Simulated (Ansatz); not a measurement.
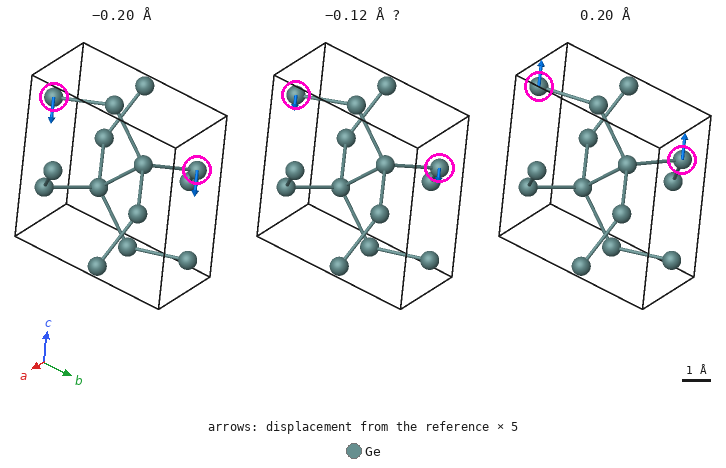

Crystalline Ge (Ia-3): a Ge atom (one in each cell of 8 atoms) is moved towards the nearest copy of atom 5 (Ge) at 2.454 Å, all else fixed. A ball-and-stick model of the cell of the calculation, seen slightly off an axis. The ringed atoms are those of the scanned coordinate. Blue arrows: displacements from the reference.

Method: DFT PBEsol, scalar-relativistic, plane waves, PAW (Ansatz 0.2.0). Settings: plane-wave cutoff 420 eV; k-point mesh 8 × 8 × 8; occupations gaussian; smearing width 0.15 eV; no spin polarisation. Energies (free energies at the smearing named) are counted from the relaxed crystal.

```
displacement (Å)  E − E(ref) (meV/cell)
           −0.20                   97.5
           −0.16                   67.8
           −0.12                      ?
           −0.04                    5.3
            0.00                    0.0
            0.08                   26.6
            0.16                  119.8
            0.20                  199.1
```

Question: Estimate the missing energy from the other rows, and compare with the calculation.

Answer: A straight line between the two neighbours gives 47.0 meV/cell. A cubic through the four nearest rows (−0.20, −0.16, −0.04, 0.00) gives, with Lagrange weights, (−0.3000)(97.5) + (1.0000)(67.8) + (0.5000)(5.3) + (−0.2000)(0.0) = 41.2 meV/cell. The calculation gives 41.3 meV/cell, so the cubic is 0.1 meV/cell too low and the straight line 5.7 meV/cell too high, as the curve bends upwards here.

The whole profile:

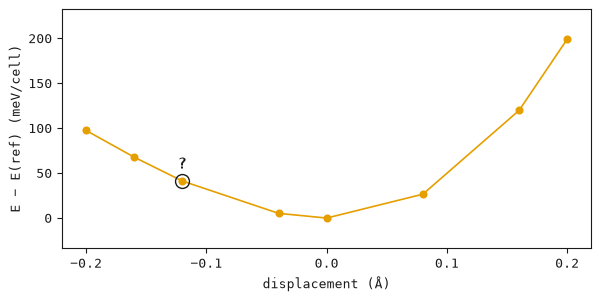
